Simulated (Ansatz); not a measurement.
Run report: AlNi₃, geometry relaxation (part 2 of 2)

AlNi₃ (8 atoms in the cell); DFT PBEsol, scalar-relativistic, plane waves, PAW, spin-polarised (Ansatz 0.2.0); cutoff 420 eV, 12×12×10 k-mesh, Gaussian smearing of 0.1 eV, collinear spins. The structure derives from a Materials Project entry.

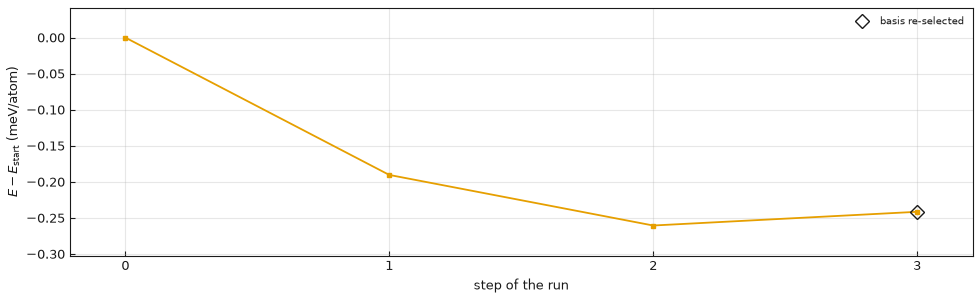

Progress of the relaxation, step by step (the first geometry is step 0 here and step 1 in the log). The atoms keep their places relative to the cell (all moves are under 0.005 Å). Cell: a = b 5.009 → 5.004 Å (−0.1 %), c 4.040 → 4.026 Å (−0.3 %). Volume −0.5 %. Among the contacts that change: Al1–Ni3 2.497 → 2.490 Å. The space group stays P6_3/mmc (No. 194). Over 2 geometry steps the energy falls by 0.3 meV per atom. The largest force component goes from 0.01 to 0.00038 eV/Å. The pressure goes from −1.07 to 0.02 GPa. A last SCF at the same geometry on a re-selected plane-wave basis shifts the energy by +0.0 meV per atom. (Atoms are counted from 1 in the order of the input.)

```
basis re-selected at this cell: Δ(F+E_penalty+E_count) = +1.514e-4 eV, ΔP = +0.002 GPa vs the last step (what re-selecting the basis moved, of the pressure what is left beyond the Pulay correction that the steps carried, after the strain that the cell walked since its last selection, with what the two solves' SCF thresholds leave and, on support functions, any second-order correction that the steps lacked; it is no measure of the basis error at this ecutwfc). The dense FFT grid was sized anew with the basis: this SCF ran on 36×36×27 points, the steps before it on 36×36×30, so part of this shift can come from that change (see relax.cell in the input reference). This SCF's stress stands 3.42e-2 GPa from its target on what of the cell is left free (relax.cell.stress_tol is 5.00e-2 GPa) and its largest allowed force component is 3.77e-4 eV/Å (relax.f_tol is 5.00e-3 eV/Å): within both
SCF converged after 8 iterations
Magnetization: -1.0166 μB (56.4917 up, 57.5083 down)
Absolute magnetization: 1.2394 μB (∫|ρ↑−ρ↓|, with the PAW one-centre terms)
Spin contamination: 0.0116 ħ² per cell (⟨S²⟩ above its minimum at these occupations)
Per-site moments (μB) at R_I (Å): [(0.011030085956329084, 1.0269541086958631), (0.011030085956329561, 1.0269541086958631), (-0.18621726223887614, 1.0172974179040137), (-0.1862172622388759, 1.0172974179040135), (-0.18621726223887566, 1.0172974179040137), (-0.18621726223887627, 1.0172974179040137), (-0.18621726223887586, 1.0172974179040137), (-0.1862172622388759, 1.0172974179040135)]
Free energy (F): -35882.420249 eV
Harris-Foulkes:  -35882.420249 eV  (|F-HF|=3.64e-11)
Internal energy: -35882.376661 eV  (E = F + TS)
E sigma→0 (E₀):  -35882.398455 eV
Entropy (-TS):   -0.043589 eV (-5.449 meV/atom)
Fermi energy:    16.373137 eV
--- Per-component energies (eV) ---
  E_band       = -1804.951855
  E_kinetic    = 1760.987403
  E_local      = -23900.015561  (includes V_loc(G=0)·N_el)
  E_nonlocal   = 3841.600817
  E_hartree    = 10186.286031
  E_xc         = -592.448791
  E_vxc        = -723.167267  (∫ρ·V_xc dr)
  E_paw        = -10483.840095  (= ΣΔE_a)
  E_vpaw       = -3156.930720  (= ΣTr[D̂ρ^β])
  E_aug_tail   = 0.002814  (compensation charges beyond the density's cutoff)
  E_ewald      = -16696.171290
  E_core_change = 1.222011  (= ΣΔE_core)
  E_smearing   = -0.043589  (= −TS)
  E_closure    = -0.000000  (closes the sum)
  Σ components = -35882.420249   (vs F -35882.420249, Δ=0.00e0)
--- Forces (eV/Å), atoms counted from 1 ---
  atom   1  Al    -0.00000000    -0.00000000    -0.00000000
  atom   2  Al     0.00000000     0.00000000     0.00000000
  atom   3  Ni     0.00032621     0.00018834    -0.00000000
  atom   4  Ni    -0.00032621     0.00018834    -0.00000000
  atom   5  Ni    -0.00000000    -0.00037667     0.00000000
  atom   6  Ni    -0.00032621    -0.00018834     0.00000000
  atom   7  Ni     0.00032621    -0.00018834     0.00000000
  atom   8  Ni     0.00000000     0.00037667    -0.00000000
  max |Σ_I F_I| component: 1.45e-17 eV/Å
--- Stress (GPa, compression-positive) ---
        0.034206      -0.000000       0.000000
        0.000000       0.034206       0.000000
        0.000000       0.000000      -0.010067
  P = ⅓ Tr σ = 0.0194 GPa (0.194 kbar)
--- Band table (eV; the first three rows and the last of 228) ---
  k-point 0 ↑: bands = ["-86.2198", "-86.1968", "-86.1968", "-86.1936", "-86.1839", "-86.1839", "-46.8517", "-46.8320", "-46.8049", "-46.8049", "-46.7944", "-46.7929", "-46.7929", "-46.7894", "-46.7894", "-46.7565", "-46.7111", "-46.7111", "-46.6982", "-46.6842", "-46.6677", "-46.6677", "-46.6666", "-46.6666", "6.0979", "10.7980", "12.2410", "12.2410", "12.4315", "12.4652", "12.5347", "12.7806", "12.7806", "13.1506", "13.1506", "13.3910", "13.3910", "14.1720", "14.2330", "14.3783", "14.5137", "14.5137", "14.7269", "14.7269", "14.8317", "15.3469", "15.3469", "15.4535", "15.4535", "15.6668", "15.6668", "15.7205", "15.7205", "16.1217", "16.3984", "16.5152", "16.5418", "17.2535", "17.2535", "17.4591", "18.4821", "18.4821", "20.4658", "22.9606", "24.0732", "24.0732", "24.1291", "24.1291", "25.5013", "25.5013"]
  k-point 1 ↑: bands = ["-86.2192", "-86.1965", "-86.1965", "-86.1942", "-86.1842", "-86.1842", "-46.8497", "-46.8318", "-46.8155", "-46.8155", "-46.7933", "-46.7930", "-46.7930", "-46.7798", "-46.7798", "-46.7551", "-46.7098", "-46.7098", "-46.6997", "-46.6876", "-46.6678", "-46.6678", "-46.6668", "-46.6668", "6.1940", "10.7357", "12.2754", "12.2754", "12.3183", "12.4639", "12.5335", "12.7646", "12.7646", "13.1722", "13.1722", "13.4234", "13.4234", "13.8970", "14.4206", "14.6203", "14.6208", "14.6227", "14.6227", "14.7107", "14.7107", "15.3307", "15.3307", "15.3938", "15.3938", "15.7091", "15.7091", "15.7216", "15.7216", "16.0697", "16.3841", "16.4670", "16.5388", "17.1767", "17.1767", "17.4793", "18.4268", "18.4268", "20.9634", "22.6506", "23.3790", "23.3790", "23.6254", "23.6254", "24.8704", "26.2780"]
  k-point 2 ↑: bands = ["-86.2173", "-86.1961", "-86.1956", "-86.1956", "-86.1851", "-86.1851", "-46.8444", "-46.8314", "-46.8267", "-46.8267", "-46.8022", "-46.8022", "-46.7895", "-46.7614", "-46.7614", "-46.7510", "-46.7073", "-46.7073", "-46.7038", "-46.6974", "-46.6679", "-46.6679", "-46.6672", "-46.6672", "6.4796", "10.5062", "11.9539", "12.2754", "12.3610", "12.3610", "12.7217", "12.7217", "12.7948", "13.2493", "13.2493", "13.5234", "13.5234", "13.7340", "14.2836", "14.5453", "14.6740", "14.6740", "14.9156", "14.9156", "15.0470", "15.2835", "15.2835", "15.2898", "15.2898", "15.7311", "15.7311", "15.7645", "15.7645", "15.9571", "16.2392", "16.4361", "16.5301", "16.9517", "16.9517", "17.4654", "18.2446", "18.2446", "22.0580", "22.1883", "22.4440", "22.4440", "22.7461", "22.7461", "23.8557", "27.4350"]
  k-point 113 ↓: bands = ["-86.4309", "-86.4309", "-86.4280", "-86.4280", "-86.4213", "-86.4213", "-47.0452", "-47.0452", "-47.0374", "-47.0374", "-47.0237", "-47.0237", "-46.9731", "-46.9731", "-46.9604", "-46.9604", "-46.9465", "-46.9465", "-46.9422", "-46.9422", "-46.9260", "-46.9260", "-46.9107", "-46.9107", "10.0704", "10.0704", "10.5795", "10.5795", "11.3495", "11.3495", "12.9368", "12.9368", "13.4145", "13.4145", "13.5191", "13.5191", "13.5772", "13.5772", "13.7520", "13.7520", "14.1549", "14.1549", "14.5066", "14.5066", "14.5644", "14.5644", "15.0987", "15.0987", "15.0988", "15.0988", "15.5999", "15.5999", "15.6249", "15.6249", "15.8909", "15.8909", "16.0360", "16.0360", "16.2584", "16.2584", "19.9387", "19.9387", "21.4073", "21.4073", "23.0198", "23.0198", "26.9068", "26.9068", "27.4495", "27.4495"]
--- Relaxed structure (3 steps of the walk, 3 accepted, 1 SCFs on fresh bases) ---
  F+E_penalty+E_count = -35882.42024939 eV   max|allowed force component| = 3.767e-4 eV/Å   (the final SCF, on the basis selected at the relaxed cell)
  cell:  # Å, volume = 87.3167 Å³
    - [5.004122459138774, 2.894141251327442e-34, 2.4419316808075295e-34]
    - [-2.502061229569387, 4.3336971732624345, -2.160865782575033e-34]
    - [9.48333215619923e-35, -8.753845067260827e-35, 4.026341373443733]
  atoms:
    - { symbol: Al, position: [0.6666666666666666, 0.33333333333333337, 0.25] }
    - { symbol: Al, position: [0.33333333333333337, 0.6666666666666667, 0.7500000000000001] }
    - { symbol: Ni, position: [0.3287003696878315, 0.16435018484391575, 0.7500000000000001] }
    - { symbol: Ni, position: [0.8356498151560844, 0.16435018484391575, 0.7500000000000001] }
    - { symbol: Ni, position: [0.8356498151560843, 0.6712996303121684, 0.7500000000000001] }
    - { symbol: Ni, position: [0.6712996303121685, 0.8356498151560844, 0.25] }
    - { symbol: Ni, position: [0.16435018484391584, 0.8356498151560844, 0.25] }
    - { symbol: Ni, position: [0.16435018484391575, 0.3287003696878315, 0.25] }
--- Löwdin populations: 8 sites ---
  site symbol       q [e]    m [muB]
     0     Al      3.6258     0.0289
     1     Al      3.6258     0.0289
     2     Ni     17.6151    -0.1847
     3     Ni     17.6151    -0.1847
     4     Ni     17.6151    -0.1847
     5     Ni     17.6151    -0.1847
     6     Ni     17.6151    -0.1847
     7     Ni     17.6151    -0.1847
  spilling = 0.009279 (of n_electrons = 114.000000)
```

Trajectory as extended XYZ (Å, eV, eV/Å), 4 frames, from step=1 to step=4
```
8
Lattice="5.0091 0.0000 0.0000 -2.5046 4.3380 0.0000 0.0000 0.0000 4.0403" Properties=species:S:1:pos:R:3:forces:R:3 step=1 energy=-35882.41832 pressure_GPa=-1.07
Al    2.5046    1.4460    1.0101    0.0000   0.0000   0.0000
Al    0.0000    2.8920    3.0302    0.0000   0.0000   0.0000
Ni    1.2342    0.7126    3.0302    0.0090   0.0052   0.0000
Ni    3.7749    0.7126    3.0302   -0.0090   0.0052   0.0000
Ni    2.5046    2.9129    3.0302    0.0000  -0.0103   0.0000
Ni    1.2704    3.6255    1.0101   -0.0090  -0.0052   0.0000
Ni   -1.2704    3.6255    1.0101    0.0090  -0.0052   0.0000
Ni    0.0000    1.4251    1.0101    0.0000   0.0103   0.0000
8
Lattice="5.0060 0.0000 0.0000 -2.5030 4.3353 0.0000 0.0000 0.0000 4.0338" Properties=species:S:1:pos:R:3:forces:R:3 step=2 energy=-35882.41984 pressure_GPa=-0.51
Al    2.5030    1.4451    1.0085    0.0000   0.0000   0.0000
Al    0.0000    2.8902    3.0254    0.0000   0.0000   0.0000
Ni    1.2337    0.7123    3.0254    0.0054   0.0031   0.0000
Ni    3.7723    0.7123    3.0254   -0.0054   0.0031   0.0000
Ni    2.5030    2.9107    3.0254    0.0000  -0.0062   0.0000
Ni    1.2693    3.6230    1.0085   -0.0054  -0.0031   0.0000
Ni   -1.2693    3.6230    1.0085    0.0054  -0.0031   0.0000
Ni    0.0000    1.4246    1.0085    0.0000   0.0062   0.0000
8
Lattice="5.0041 0.0000 0.0000 -2.5021 4.3337 0.0000 0.0000 0.0000 4.0263" Properties=species:S:1:pos:R:3:forces:R:3 step=3 energy=-35882.42040 pressure_GPa=0.02
Al    2.5021    1.4446    1.0066    0.0000   0.0000   0.0000
Al    0.0000    2.8891    3.0198    0.0000   0.0000   0.0000
Ni    1.2336    0.7122    3.0198    0.0004   0.0002   0.0000
Ni    3.7705    0.7122    3.0198   -0.0004   0.0002   0.0000
Ni    2.5021    2.9092    3.0198    0.0000  -0.0004   0.0000
Ni    1.2684    3.6215    1.0066   -0.0004  -0.0002   0.0000
Ni   -1.2684    3.6215    1.0066    0.0004  -0.0002   0.0000
Ni    0.0000    1.4245    1.0066    0.0000   0.0004   0.0000
8
Lattice="5.0041 0.0000 0.0000 -2.5021 4.3337 0.0000 0.0000 0.0000 4.0263" Properties=species:S:1:pos:R:3:forces:R:3 step=4 energy=-35882.42025 pressure_GPa=0.02
Al    2.5021    1.4446    1.0066    0.0000   0.0000   0.0000
Al    0.0000    2.8891    3.0198    0.0000   0.0000   0.0000
Ni    1.2336    0.7122    3.0198    0.0003   0.0002   0.0000
Ni    3.7705    0.7122    3.0198   -0.0003   0.0002   0.0000
Ni    2.5021    2.9092    3.0198    0.0000  -0.0004   0.0000
Ni    1.2684    3.6215    1.0066   -0.0003  -0.0002   0.0000
Ni   -1.2684    3.6215    1.0066    0.0003  -0.0002   0.0000
Ni    0.0000    1.4245    1.0066    0.0000   0.0004   0.0000
```

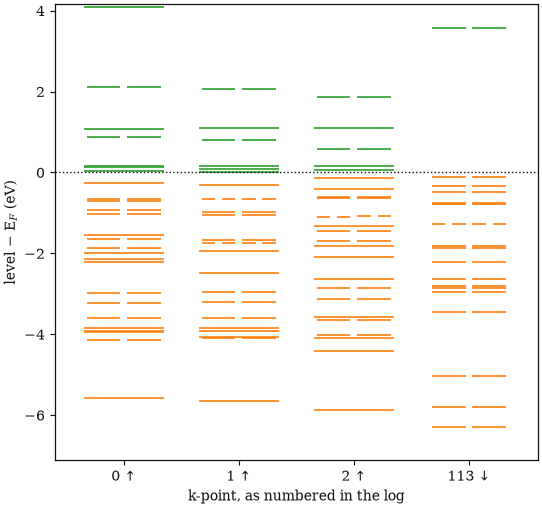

Kohn–Sham levels near the Fermi level (dotted) at the few k-points that the log prints; levels within 0.02 eV of each other stand side by side. The system is metallic on the full mesh.

The run was set up as follows.

Input
```yaml
crystal:
  lattice:
    - [5.0091156652, 0.0, 0.0]
    - [-2.5045578326, 4.3380214166, 0.0]
    - [0.0, 0.0, 4.04025638]
  atoms:
    - { symbol: Al, position: [0.66666667, 0.33333333, 0.25] }
    - { symbol: Al, position: [0.33333333, 0.66666667, 0.75] }
    - { symbol: Ni, position: [0.32852, 0.16426, 0.75], spin: -0.21 }
    - { symbol: Ni, position: [0.83574, 0.16426, 0.75], spin: -0.21 }
    - { symbol: Ni, position: [0.83574, 0.67148, 0.75], spin: -0.21 }
    - { symbol: Ni, position: [0.67148, 0.83574, 0.25], spin: -0.21 }
    - { symbol: Ni, position: [0.16426, 0.83574, 0.25], spin: -0.21 }
    - { symbol: Ni, position: [0.16426, 0.32852, 0.25], spin: -0.21 }
basis:
  ecutwfc: 420
kpoints:
  mp_grid: { grid: [12, 12, 10] }
hamiltonian:
  xc: pbesol
scf:
  occupations: { method: gaussian, width: 0.1 }
output:
  forces: true
  stress: true
  eigenvalues: true
  populations: true
magnetization:
  spin_polarized: true
relax:
  adjacent_minimum: "off"
  f_tol: 0.005
  max_steps: 80
  cell: { stress_tol: 0.05 }
```

Run as:
```bash
ansatz run input.yaml --threads 2 --pin off --max-ram 5120MiB --backend cpu --events-out ev --progress --plain --runs-dir out
```

Summary

| quantity | value |
| --- | --- |
| outcome | converged |
| space group (tolerance 0.01 Å) | P6₃/mmc (194) |
| electrons treated | 114 |
| free energy | −35882.4202 eV |
| Fermi energy | 16.373 eV |
| gap on the k-point mesh | none (metallic) |
| net moment of the cell | −1.02 μB |
| integrated absolute moment | 1.24 μB |
| pressure | 0.02 GPa |
| final volume | 87.32 Å³ |
| largest force (length of the vector) at the end | under 0.001 eV/Å |
| final cell | a = 5.004 Å, b = 5.004 Å, c = 4.026 Å, α = 90.00°, β = 90.00°, γ = 120.00° |
| hardware | 2 threads of Intel Xeon @ 2.50GHz (Skylake/Cascade Lake), 189 GiB of memory available, shared host |
| wall time | 10 min (CPU time 20 min) |
| peak memory | 1.2 GiB |
